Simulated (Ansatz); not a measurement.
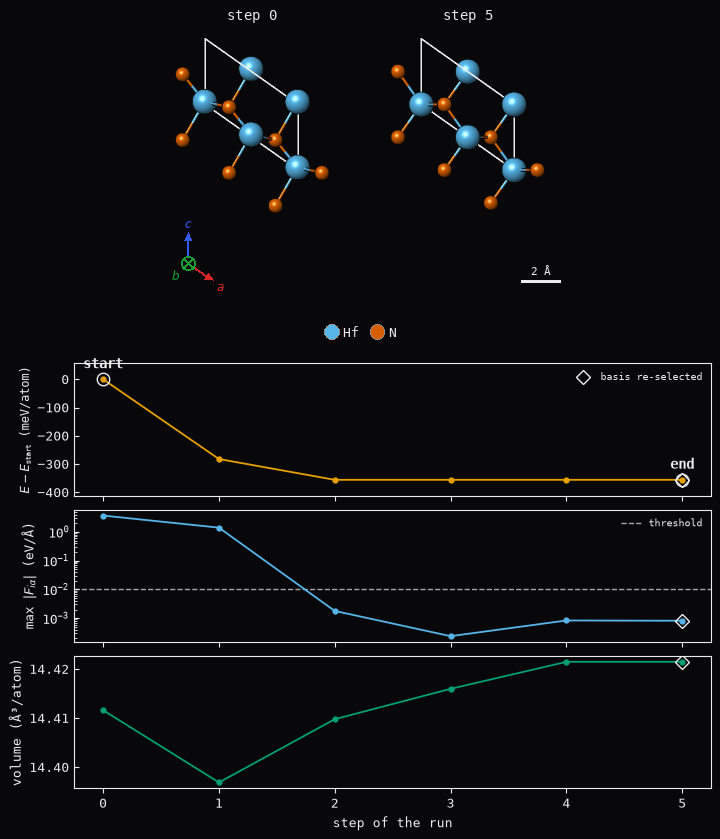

First and last geometry of a relaxation of a crystal of HfN (set up in P1), with the history of the run. Style: ball-and-stick. Shown: the larger cell on standard axes (2 times the calculation's cell), along the b axis.

Theory: Ansatz 0.2.0, DFT PBEsol, scalar-relativistic, plane waves, PAW.

Input
```yaml
crystal:
  lattice:
    - [0.0, 2.43353409, 2.43353409]
    - [2.43353409, 0.0, 2.43353409]
    - [2.43353409, 2.43353409, 0.0]
  atoms:
    - { symbol: Hf, position: [-0.003114212, 0.0491395423, -0.0104472942] }
    - { symbol: "N", position: [0.753114212, 0.7008604577, 0.7604472942] }
basis:
  ecutwfc: 420
kpoints:
  mp_grid: { grid: [12, 12, 12] }
hamiltonian:
  xc: pbesol
scf:
  occupations: { method: gaussian, width: 0.15 }
output:
  forces: true
  stress: true
  eigenvalues: true
relax:
  adjacent_minimum: "off"
  f_tol: 0.01
  max_steps: 80
  cell: { stress_tol: 0.1 }
```

Command:
```bash
ansatz run input.yaml --threads 1 --pin off --max-ram 2560MiB --backend cpu --events-out ev --progress --plain --runs-dir out
```

Did the run converge, and what did it change?

It converged. After 4 accepted moves (5 points after the start) the energy has fallen by 356 meV per atom. Largest force component: 3.7 eV/Å at the start, 0.00081 eV/Å at the end. The pressure goes from 11.58 to −0.02 GPa. The SCF was repeated once at an unchanged geometry on a basis and grid sized afresh for the cell, which shifted the energy by less than 0.05 meV per atom at most. The largest moves relative to the cell, 0.15 Å, are those of Hf1 and N2. N2 goes roughly along [−1 0 3]. Largest moves by element: N 0.15 Å, Hf 0.15 Å. The volume changes by +0.1 %, with a 5.961 → 5.962 Å (0.0 %), b = c unchanged at 3.442 Å. Near-neighbour distances that change, for instance: Hf1–N2 1.835 → 2.108 Å, Hf1–N2 (another image) 2.318 → 2.108 Å, Hf1–N2 (another image) 2.186 → 2.108 Å, Hf1–N2 (another image) 2.146 → 2.108 Å. Bond angles that change, for instance: Hf1–N2–Hf1 119.4° → 109.5°, N2–Hf1–N2 119.4° → 109.5°, Hf1–N2–Hf1 99.6° → 109.5°. Within 0.06 Å the space group is Cm at the start and F-43m at the end; at a tighter tolerance small leftover displacements or strains of the cell lower it. Cost: 2.6 min on 1 thread of Oxide Virtual Turin-like Processor (Zen 5) (shared host), peak memory 0.86 GiB.

```tsv
step	E − E(0), meV/atom	largest force component, eV/Å	pressure, GPa	volume, Å³/atom	note
0	0.00	3.6918	11.58	14.412	
1	-282.14	1.4003	2.77	14.397	
2	-355.70	0.0018	0.15	14.410	
3	-355.71	0.0002	0.06	14.416	
4	-355.70	0.0008	-0.02	14.421	
5	-355.71	0.0008	-0.02	14.421	same geometry, new basis
```

Limits of the set-up: layers or molecules are held without a dispersion correction, so their spacing is unreliable.
